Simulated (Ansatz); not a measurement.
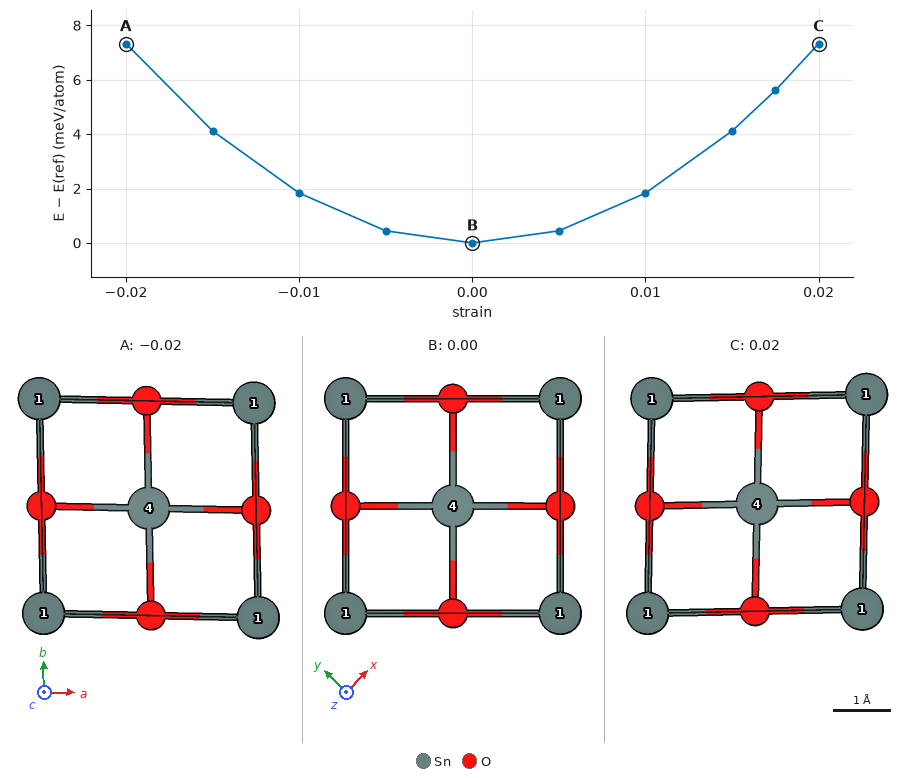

A scan of a crystal of SnO (Cmce): the cell is strained along x and oppositely along y, with the atoms kept at their fractional coordinates. x, y and z are the Cartesian axes of the input. The lettered frames are marked on the plot. A ball-and-stick model of the cell of the calculation, seen along the c axis.

All numbers below come from Ansatz, DFT PBEsol, scalar-relativistic, plane waves, PAW. Settings: plane-wave cutoff 420 eV; k-point mesh 10 × 10 × 4; occupations gaussian; smearing width 0.15 eV; no spin polarisation. Energies (free energies at the smearing named) are counted from the relaxed crystal.

### Read off the main features of the energy profile.

Of the computed points the lowest is at the strain 0.00, 0.00 meV/atom. The end points stand at 7.33 meV/atom (−0.02) and 7.32 meV/atom (0.02). The curvature at zero strain, (1/V) d²E/dε², is about 340 GPa; it is C₁₁ + C₂₂ − 2C₁₂ with clamped ions. The distortion keeps the space group Cmce. At the strain −0.02 the cell of the drawing goes a 3.805 → 3.806 Å, b 3.805 → 3.806 Å, γ 90.0° → 92.3°.

Limits of the set-up: layers or molecules are held without a dispersion correction, so their spacing is unreliable.
